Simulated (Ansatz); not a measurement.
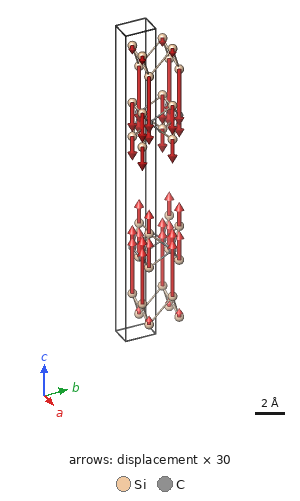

A relaxation of solid Si₄C (a generated structure, set up in P-3m1). The starting structure is drawn; red arrows show the displacements (the part carried along by the change of the cell is left out), 30 times their true length.

A ball-and-stick model of the cell of the calculation, repeated 2 × 2 × 1 with one cell outlined, seen slightly off an axis.

These are results of Ansatz, DFT PBE, scalar-relativistic, plane waves, PAW, not measurements. Settings: plane-wave cutoff 420 eV; k-point mesh 12 × 12 × 2; occupations gaussian; smearing width 0.1 eV; no spin polarisation; cell and atoms relaxed; force threshold 0.01 eV/Å; at most 80 steps.

**Atoms of which element are displaced furthest, and by how much?**

Silicon: up to 0.14 Å, against 0.05 Å for carbon.

**What happened in the run?**

The largest moves relative to the cell, 0.14 Å, are those of Si atoms. Largest moves by element: Si 0.14 Å, C 0.05 Å. The volume changes by −0.9 %, with a = b 2.891 → 2.871 Å (−0.7 %), c 21.868 → 21.970 Å (+0.5 %). Near-neighbour distances that change, for instance: Si–Si 2.532 → 2.619 Å, C–Si 2.017 → 2.001 Å. Among the angles between lasting bonds that change: Si–Si–Si 69.6° → 66.5°. The space group stays P-3m1 (No. 164). Over 6 accepted moves (8 points after the start) the energy falls by 8.3 meV per atom. The largest force component goes from 0.48 to 0.0029 eV/Å. The pressure goes from 0.03 to −0.01 GPa. The line search rejected the trial step at point 2 of the run. The SCF was repeated once at an unchanged geometry on a basis and grid sized afresh for the cell, which shifted the energy by 0.1 meV per atom at most.
